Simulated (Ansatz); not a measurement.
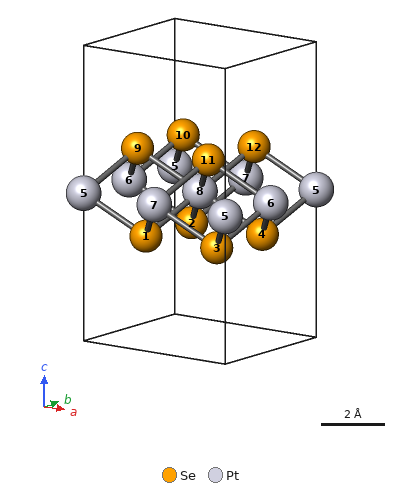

*The input geometry (ball-and-stick view of the cell of the calculation, with the vacuum cut short, seen slightly off an axis; atoms are numbered from 1 in the order of the input).*

# Run report: PtSe$_{2}$, single-point calculation

PtSe$_{2}$ (slab, 12 atoms in the cell), computed with DFT PBE+D3(BJ), scalar-relativistic, plane waves, PAW, no spin polarisation (Ansatz 0.2.0).

The structure derives from an entry of the Crystallography Open Database. It belongs to a series of runs on one base structure; here: the slab at its places in the relaxed adsorbed structure. Figures and captions count atoms from 1; the log counts them from 0 in places.

The input
```yaml
crystal:
  lattice:
    - [7.5434048737, 0.0, 0.0]
    - [-3.7717024368, 6.5327802516, 0.0]
    - [0.0, 0.0, 20.5608116858]
  atoms:
    - { symbol: Se, position: [0.3333333333, 0.1666666667, 0.3890896975] }
    - { symbol: Se, position: [0.3333333333, 0.6666666667, 0.3890896975] }
    - { symbol: Se, position: [0.8333333333, 0.1666666667, 0.3890896975] }
    - { symbol: Se, position: [0.8333333333, 0.6666666667, 0.3890896975] }
    - { symbol: Pt, position: [2.51049e-05, 7.07635e-05, 0.4516006642] }
    - { symbol: Pt, position: [4.9805e-06, 0.5000141232, 0.4517444805] }
    - { symbol: Pt, position: [0.499994982, -2.63777e-05, 0.4517739538] }
    - { symbol: Pt, position: [0.5000241279, 0.5000202354, 0.4517416211] }
    - { symbol: Se, position: [0.1665211331, 0.3330486214, 0.5143209394] }
    - { symbol: Se, position: [0.1663515356, 0.8335501946, 0.514181311] }
    - { symbol: Se, position: [0.666666724, 0.3333046959, 0.5144227488] }
    - { symbol: Se, position: [0.6671348026, 0.8334606594, 0.5141905176] }
basis:
  ecutwfc: 420
kpoints:
  mp_grid: { grid: [3, 3, 1] }
hamiltonian:
  xc: pbe
  dispersion: d3bj
scf:
  occupations: { method: gaussian, width: 0.1 }
output:
  forces: true
  eigenvalues: true
  write_density: true
  volumetric_format: npy
efield:
  axis: 3
  dipole_correction: true
  ramp_width: 0.04
```

Launch command:
```bash
ansatz run input.yaml --threads 4 --pin off --max-ram 10240MiB --backend cpu --events-out ev --progress --plain --runs-dir out
```

What the program printed
```
Engine: ansatz 0.2.0, aarch64-unknown-linux-gnu
Pseudopotentials: kind: paw
Pseudopotential: Se, paw, valence charge 16, recommended cutoff 420 eV (normal), Se.paw.azcp
Pseudopotential: Pt, paw, valence charge 18, recommended cutoff 420 eV (normal), Pt.paw.azcp
Functional definition: PBE
  parameter kappa = 0.804
  parameter beta = 0.06672455060314922
  exchange = pbe_x(kappa = kappa, mu = beta*pi^2/3)
  correlation = pbe_c(beta = beta)
Crystal: 12 atoms, lattice volume = 1013.225 Å³
Basis set: ecut = 420 eV, 19833 PW (Γ), exchange–correlation on 108×108×288 points (8 copies of the dense FFT grid, shifted against one another)
Bands: 120, of which v1, the nominal top of the filled ones, is band 100 counted from 1 (99 counted from 0)
Symmetry: 1 space group operations
Space group: P1 (ITA 1), of the structure as read, at distance tolerance 1.0e-4 Å
k-points: 5 of 9 (time reversal used)
Non-local potential: Se, projectors of the file, l = 0: 2, l = 1: 2, l = 2: 3, l = 3: 1
Non-local potential: Pt, projectors of the file, l = 0: 3, l = 1: 2, l = 2: 2, l = 3: 1
PAW form: soft (Blöchl's): semilocal exchange-correlation on the pseudo side does not see the compensation charge
PAW one-centre angular grid: Se, 590 points (default); XC on 64 Gauss nodes
PAW one-centre angular grid: Pt, 590 points (default); XC on 64 Gauss nodes
Initial density: superposition of atomic densities (neutral atoms: chi_scale 0, normalization atom), corrected by the library's trained network
Initial wavefunctions: pseudopotential atomic-orbital guess
Functional: x = pbe(κ = 0.804, μ = 0.2195149727645171), c = pbe(β = 0.06672455060314922)
SCF iter   1: F=—  HF=-93852.910303 eV  |F-HF|=—  |Δ(HF+E_count)|=         —  Δρ=1.59e-3  dr2=2.56e-2  ethr=1.77e-3  p=-0.000 e·Å  D=-1.39e-5 V/Å  ΔV_dip=0.00 eV  dr2_dipole=1.70e-7  V_vac-E_F(+/−)=4.89/4.89 eV  ⟨swp⟩=7.8  Hψ=2320  notcnv=0  defer=6
efield: sawtooth ramp at fractional position 0.9318 (placed from the atoms, in the widest stretch of the axis that holds none; the zero of the levels goes with the place), width 0.0400; the density the first Hamiltonian is built on has a dipole p = -0.000 e·Å; the dipole correction subtracts the counter field D = -1.39e-5 V/Å, which shifts the + side's vacuum level by +0.00 eV against the − side's; the planar-averaged density in the ramp window peaks in size at 4.8e-6 e/Å³
preconditioner: auto → Resta (q_TF=auto, 2.082 Å⁻¹)  ε∞=2.4  [insulator: Δε(μ)=1.665 eV  Ē_g=9.164 eV  σ=0.100 eV  W_gap=1.00  n_scr=174 (ndim 8)  ℏωp=10.9 eV  f_vac=0.715  D(μ)=0.00/eV (n_scr^D=0)  ε∞_Penn≈2.4  vacuum switching on, ρ_ref=6.1e-3 e/Å³]
SCF iter   2: F=—  HF=-93852.906995 eV  |F-HF|=—  |Δ(HF+E_count)|=   3.31e-3  Δρ=8.70e-4  dr2=1.13e-2  ethr=1.28e-5  p=-0.000 e·Å  D=-6.23e-5 V/Å  ΔV_dip=0.00 eV  dr2_dipole=5.28e-7  V_vac-E_F(+/−)=4.92/4.92 eV  ⟨swp⟩=3.2  Hψ=1284  notcnv=0  defer=11
SCF iter   3: F=—  HF=-93852.905996 eV  |F-HF|=—  |Δ(HF+E_count)|=   9.99e-4  Δρ=4.61e-4  dr2=1.89e-3  ethr=5.65e-6  p=0.000 e·Å  D=7.54e-6 V/Å  ΔV_dip=-0.00 eV  dr2_dipole=4.88e-7  V_vac-E_F(+/−)=4.90/4.90 eV  ⟨swp⟩=2.0  Hψ=717  notcnv=0  defer=11
SCF iter   4: F=—  HF=-93852.906249 eV  |F-HF|=—  |Δ(HF+E_count)|=   2.53e-4  Δρ=1.66e-4  dr2=2.81e-4  ethr=9.43e-7  p=-0.001 e·Å  D=-1.07e-4 V/Å  ΔV_dip=0.00 eV  dr2_dipole=4.28e-6  V_vac-E_F(+/−)=4.91/4.90 eV  ⟨swp⟩=2.6  Hψ=720  notcnv=0  defer=11
SCF iter   5: F=—  HF=-93852.906352 eV  |F-HF|=—  |Δ(HF+E_count)|=   1.02e-4  Δρ=6.18e-5  dr2=2.11e-4  ethr=1.40e-7  p=0.002 e·Å  D=2.77e-4 V/Å  ΔV_dip=-0.01 eV  dr2_dipole=4.26e-5  V_vac-E_F(+/−)=4.91/4.91 eV  ⟨swp⟩=2.0  Hψ=760  notcnv=0  defer=11
SCF iter   6: F=—  HF=-93852.906356 eV  |F-HF|=—  |Δ(HF+E_count)|=   4.64e-6  Δρ=1.44e-5  dr2=2.69e-6  ethr=1.06e-7  p=-0.000 e·Å  D=-2.43e-5 V/Å  ΔV_dip=0.00 eV  dr2_dipole=6.88e-8  V_vac-E_F(+/−)=4.91/4.91 eV  ⟨swp⟩=2.0  Hψ=619  notcnv=0  defer=11
SCF iter   7: F=—  HF=-93852.906347 eV  |F-HF|=—  |Δ(HF+E_count)|=   9.07e-6  Δρ=8.37e-6  dr2=1.24e-6  ethr=1.35e-9  p=-0.000 e·Å  D=-9.74e-6 V/Å  ΔV_dip=0.00 eV  dr2_dipole=3.66e-9  V_vac-E_F(+/−)=4.91/4.91 eV  ⟨swp⟩=2.6  Hψ=762  notcnv=0  defer=11
SCF iter   8: F=—  HF=-93852.906347 eV  |F-HF|=—  |Δ(HF+E_count)|=   6.61e-8  Δρ=4.03e-6  dr2=2.67e-7  ethr=6.21e-10  p=-0.000 e·Å  D=-1.33e-5 V/Å  ΔV_dip=0.00 eV  dr2_dipole=4.84e-10  V_vac-E_F(+/−)=4.91/4.91 eV  ⟨swp⟩=2.0  Hψ=720  notcnv=0  defer=11
SCF iter   9: F=-93852.906348 eV  HF=-93852.906348 eV  |F-HF|=7.53e-8  |Δ(HF+E_count)|=   1.85e-7  Δρ=1.35e-6  dr2=3.04e-8  ethr=5.00e-11  p=-0.000 e·Å  D=-1.30e-5 V/Å  ΔV_dip=0.00 eV  dr2_dipole=4.59e-14  V_vac-E_F(+/−)=4.91/4.91 eV  ⟨swp⟩=13.6  Hψ=2664  notcnv=0
SCF 1 converged in 9 iterations: F = -93852.906348 eV  dr2 = 3.04e-8
  greatest PAW one-centre occupation: 1.000 electrons in one spin orbital (limit 2), on the Pt atom at site 4 (counted from 0), in its partial waves of l = 0
SCF converged after 9 iterations
Free energy (F): -93852.906348 eV
Harris-Foulkes:  -93852.906348 eV  (|F-HF|=7.53e-8)
Internal energy: -93852.906348 eV  (E = F + TS)
E sigma→0 (E₀):  -93852.906348 eV
Fermi energy:    -0.611871 eV
Dipole field:    D = -0.000013 V/Å  (p = -0.000072 e·Å, saw-weighted, corrected)
Work function:   Φ+ = 4.9112 eV   Φ− = 4.9109 eV
Levels:          The Fermi level and band energies are counted from a zero that moves with the ramp; work functions are not
--- Per-component energies (eV) ---
  E_band       = -6530.715545
  E_kinetic    = 3488.804356
  E_local      = -191311.236943  (includes V_loc(G=0)·N_el)
  E_nonlocal   = -3963.432879
  E_hartree    = 93329.722505
  E_xc         = -1877.264994
  E_vxc        = -1991.948905  (∫ρ·V_xc dr)
  E_paw        = -53111.015698  (= ΣΔE_a)
  E_vpaw       = 587.615195  (= ΣTr[D̂ρ^β])
  E_aug_tail   = -0.004008  (compensation charges beyond the density's cutoff)
  E_efield     = 0.000000  (sawtooth field / dipole correction)
  E_vefield    = -0.000003  (∫n·V_field dr)
  E_ewald      = 59595.002936
  E_disp       = -3.481623  (pairwise vdW)
  E_smearing   = -0.000000  (= −TS)
  E_closure    = -0.000000  (closes the sum)
  Σ components = -93852.906348   (vs F -93852.906348, Δ=0.00e0)
--- Forces (eV/Å), atoms counted from 1 ---
  atom   1  Se     0.01200053     0.00698481    -0.00349930
  atom   2  Se     0.00008141     0.00061310     0.00677103
  atom   3  Se    -0.01196731     0.00696585    -0.00338623
  atom   4  Se     0.00037886    -0.01066808    -0.00772182
  atom   5  Pt     0.00029942    -0.00004973    -0.00477629
  atom   6  Pt    -0.00491123    -0.00450565    -0.00831546
  atom   7  Pt    -0.00078223     0.00658953    -0.02018944
  atom   8  Pt     0.00386527    -0.00797121    -0.00783912
  atom   9  Se     0.00042448     0.01586268     0.00246849
  atom  10  Se     0.02273276    -0.01033162     0.02838254
  atom  11  Se    -0.00055985     0.00226698    -0.00894678
  atom  12  Se    -0.02156241    -0.00575596     0.02699570
  max |Σ_I F_I| component: 5.67e-5 eV/Å
--- Band table (eV; the first three rows and the last of 5) ---
  k-point 0: bands = ["-99.8330", "-99.8272", "-99.8270", "-99.8263", "-54.0763", "-54.0761", "-54.0714", "-54.0683", "-54.0682", "-54.0665", "-54.0641", "-54.0639", "-53.9657", "-53.9599", "-53.9595", "-53.9585", "-48.7782", "-48.7782", "-48.7780", "-48.7779", "-48.7778", "-48.7776", "-48.7772", "-48.7771", "-48.7762", "-48.7762", "-48.7756", "-48.7756", "-48.7736", "-48.7736", "-48.7733", "-48.7733", "-48.7397", "-48.7396", "-48.7393", "-48.7392", "-48.7389", "-48.7381", "-48.7381", "-48.7379", "-48.7373", "-48.7373", "-48.7368", "-48.7367", "-48.7347", "-48.7346", "-48.7345", "-48.7343", "-48.7244", "-48.7239", "-48.7237", "-48.7237", "-48.7228", "-48.7224", "-48.7202", "-48.7200", "-15.3583", "-13.9312", "-13.9306", "-13.9300", "-13.7800", "-13.7797", "-13.7759", "-13.5358", "-7.4109", "-7.4101", "-7.4099", "-6.4965", "-6.4964", "-6.3564", "-5.9971", "-5.9951", "-5.9910", "-5.2407", "-5.2368", "-5.2361", "-5.0900", "-5.0898", "-5.0895", "-4.2171", "-4.2170", "-3.7375", "-3.7373", "-3.7343", "-3.6884", "-3.6836", "-3.6832", "-3.3659", "-3.3631", "-3.3617", "-3.3195", "-3.3178", "-3.3167", "-2.7325", "-2.7315", "-2.7310", "-2.5848", "-1.9519", "-1.5012", "-1.5011", "0.9046", "0.9067", "0.9082", "1.2700", "1.2705", "1.2733", "1.4918", "1.4921", "3.0655", "3.2936", "3.2939", "3.3042", "3.8283", "4.1633", "4.3544", "4.7895", "4.7909", "4.7915", "5.2087", "5.5788"]
  k-point 1: bands = ["-99.8330", "-99.8272", "-99.8270", "-99.8263", "-54.0758", "-54.0749", "-54.0704", "-54.0688", "-54.0681", "-54.0667", "-54.0656", "-54.0646", "-53.9657", "-53.9599", "-53.9595", "-53.9586", "-48.7781", "-48.7780", "-48.7779", "-48.7779", "-48.7777", "-48.7776", "-48.7772", "-48.7771", "-48.7763", "-48.7762", "-48.7757", "-48.7756", "-48.7737", "-48.7736", "-48.7734", "-48.7733", "-48.7396", "-48.7395", "-48.7393", "-48.7391", "-48.7386", "-48.7382", "-48.7382", "-48.7380", "-48.7373", "-48.7372", "-48.7368", "-48.7368", "-48.7348", "-48.7347", "-48.7345", "-48.7343", "-48.7244", "-48.7239", "-48.7237", "-48.7237", "-48.7228", "-48.7224", "-48.7202", "-48.7200", "-15.0811", "-14.4132", "-13.9953", "-13.9928", "-13.7215", "-13.7199", "-13.6602", "-13.5706", "-6.9776", "-6.9747", "-6.7203", "-6.4916", "-6.3277", "-6.1367", "-6.1357", "-6.0992", "-6.0528", "-5.8995", "-5.5457", "-5.5453", "-5.1399", "-4.9008", "-4.8981", "-4.8125", "-4.8115", "-4.6876", "-4.3898", "-4.3567", "-3.6723", "-3.6654", "-3.6566", "-3.4208", "-3.4207", "-3.3292", "-2.7851", "-2.7843", "-2.7587", "-2.3477", "-2.0493", "-2.0463", "-1.9287", "-1.6411", "-1.5797", "-1.5433", "0.2113", "0.3194", "0.3971", "0.4007", "0.7972", "0.8031", "1.1553", "1.1897", "3.5462", "3.8931", "4.1258", "4.1294", "4.2558", "4.7158", "4.9201", "5.0529", "5.3151", "5.5949", "5.6960", "5.6970"]
  k-point 2: bands = ["-99.8330", "-99.8272", "-99.8270", "-99.8263", "-54.0757", "-54.0750", "-54.0703", "-54.0688", "-54.0679", "-54.0670", "-54.0659", "-54.0643", "-53.9657", "-53.9598", "-53.9596", "-53.9585", "-48.7781", "-48.7780", "-48.7779", "-48.7779", "-48.7778", "-48.7776", "-48.7772", "-48.7771", "-48.7763", "-48.7762", "-48.7757", "-48.7756", "-48.7736", "-48.7736", "-48.7734", "-48.7734", "-48.7397", "-48.7396", "-48.7392", "-48.7389", "-48.7387", "-48.7384", "-48.7382", "-48.7379", "-48.7374", "-48.7372", "-48.7370", "-48.7367", "-48.7347", "-48.7346", "-48.7345", "-48.7344", "-48.7244", "-48.7239", "-48.7238", "-48.7237", "-48.7228", "-48.7224", "-48.7202", "-48.7200", "-15.0811", "-14.4132", "-13.9947", "-13.9934", "-13.7215", "-13.7200", "-13.6601", "-13.5706", "-6.9770", "-6.9753", "-6.7202", "-6.4916", "-6.3276", "-6.1366", "-6.1359", "-6.0991", "-6.0528", "-5.8996", "-5.5462", "-5.5449", "-5.1399", "-4.9013", "-4.8977", "-4.8126", "-4.8115", "-4.6876", "-4.3900", "-4.3565", "-3.6718", "-3.6658", "-3.6566", "-3.4212", "-3.4202", "-3.3292", "-2.7853", "-2.7839", "-2.7587", "-2.3477", "-2.0485", "-2.0472", "-1.9287", "-1.6411", "-1.5796", "-1.5433", "0.2113", "0.3194", "0.3962", "0.4018", "0.7987", "0.8015", "1.1557", "1.1891", "3.5463", "3.8931", "4.1252", "4.1301", "4.2558", "4.7158", "4.9201", "5.0529", "5.3151", "5.5949", "5.6961", "5.6969"]
  k-point 4: bands = ["-99.8330", "-99.8272", "-99.8270", "-99.8263", "-54.0757", "-54.0751", "-54.0703", "-54.0688", "-54.0679", "-54.0671", "-54.0659", "-54.0643", "-53.9657", "-53.9598", "-53.9596", "-53.9585", "-48.7781", "-48.7780", "-48.7779", "-48.7778", "-48.7778", "-48.7776", "-48.7772", "-48.7771", "-48.7763", "-48.7762", "-48.7757", "-48.7756", "-48.7736", "-48.7736", "-48.7734", "-48.7734", "-48.7397", "-48.7396", "-48.7392", "-48.7388", "-48.7387", "-48.7384", "-48.7382", "-48.7379", "-48.7374", "-48.7372", "-48.7370", "-48.7367", "-48.7347", "-48.7346", "-48.7345", "-48.7344", "-48.7244", "-48.7239", "-48.7238", "-48.7237", "-48.7228", "-48.7224", "-48.7202", "-48.7200", "-15.0811", "-14.4132", "-13.9946", "-13.9935", "-13.7215", "-13.7200", "-13.6601", "-13.5706", "-6.9769", "-6.9754", "-6.7202", "-6.4916", "-6.3276", "-6.1366", "-6.1359", "-6.0991", "-6.0527", "-5.8996", "-5.5462", "-5.5450", "-5.1399", "-4.9014", "-4.8976", "-4.8123", "-4.8118", "-4.6876", "-4.3900", "-4.3565", "-3.6718", "-3.6657", "-3.6567", "-3.4212", "-3.4201", "-3.3292", "-2.7854", "-2.7838", "-2.7587", "-2.3477", "-2.0484", "-2.0473", "-1.9287", "-1.6412", "-1.5796", "-1.5434", "0.2113", "0.3194", "0.3960", "0.4020", "0.7988", "0.8014", "1.1556", "1.1891", "3.5463", "3.8931", "4.1251", "4.1302", "4.2558", "4.7158", "4.9201", "5.0529", "5.3151", "5.5949", "5.6961", "5.6969"]
```

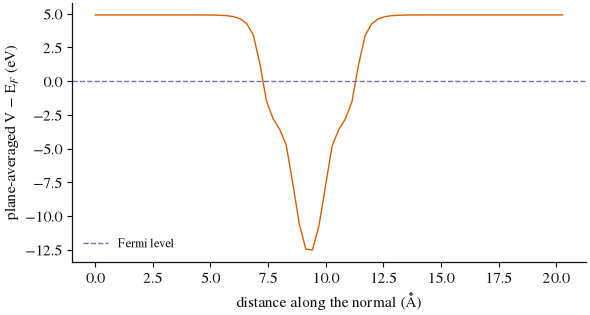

*Plane average of the electrostatic potential energy of an electron across the cell, from the Fermi level.*

The vacuum level lies 4.91 eV above the Fermi level.

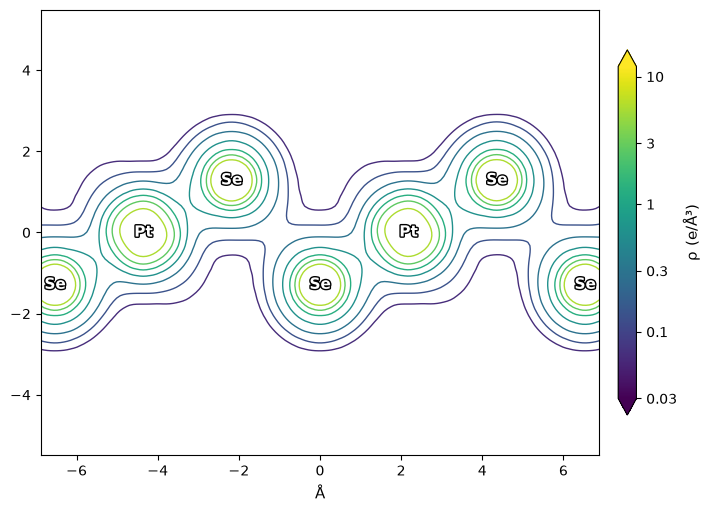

*Valence charge density (pseudo) on the (110) plane of the calculation cell, a cut from vacuum to vacuum.*

The section cuts through Se and Pt sites. Pt–Se (2.53 Å): the density is about 0.57 e/Å³ at the midpoint. The density dies away to nearly zero in the vacuum. The fields are those of the smooth PAW valence density.

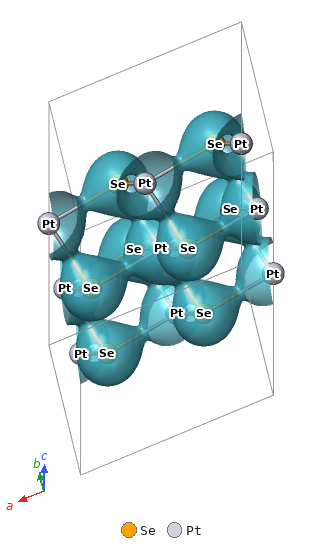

*Isosurface of the valence charge density (pseudo) at 0.5 e/Å³ (cyan), seen at an oblique angle. Sticks mark near contacts.*

At this value the density is joined into sheets; it holds about 85 % of the electrons treated as valence (semicore included). On the grid the lowest density along these lines, outside the cores, is 0.57 e/Å³ (Pt–Se, 2.53 Å).

Key numbers

| quantity | value |
| --- | --- |
| outcome | converged |
| electrons treated | 200 |
| free energy | −93852.9063 eV |
| work function, top face | 4.91 eV |
| work function, bottom face | 4.91 eV |
| Fermi energy | −0.612 eV |
| gap on the k-point mesh | 1.64 eV |
| work function (upper face) | 4.91 eV |
| largest force (length of the vector) | 0.038 eV/Å |
| hardware | 4 threads of Arm Neoverse V2, 24 GiB of memory available, shared host |
| wall time | 18 s (CPU time 72 s) |
| peak memory | 2.5 GiB |

Notes

Spin–orbit coupling is left out, which matters for Pt.
